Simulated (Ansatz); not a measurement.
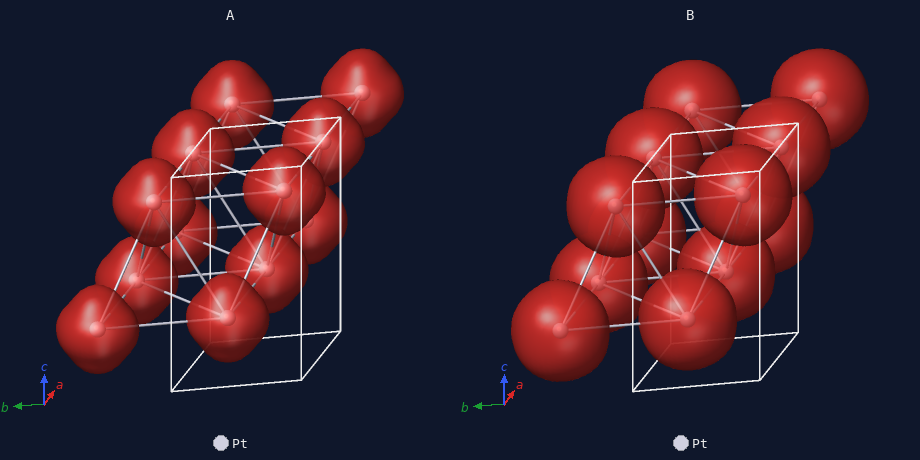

Pt. Spin density of two self-consistent states of the same cell, at +0.06 (red) and −0.06 e/Å³ (blue).

Space group P6₃/mmc; a structure from a database of computed crystals, not necessarily the ambient phase; computed pressure about 7 GPa in this cell; spin-polarised.

Method: Ansatz, DFT, PBE, PAW with Ansatz's default frozen-core files, scalar-relativistic.

The density is the valence pseudo-density of a PAW calculation; it isn't the true density close to the nuclei.

Describe the two states. Which lies lower in energy?

Answer. State A: parallel main moments (a ferromagnetic arrangement) in this solution; Pt: +0.4 μB (×2) in one cell of 2 atoms. State B: parallel main moments (a ferromagnetic arrangement) in this solution; Pt: +1.1 μB (×2) in one cell of 2 atoms. State A lies lower by 472 meV per atom.
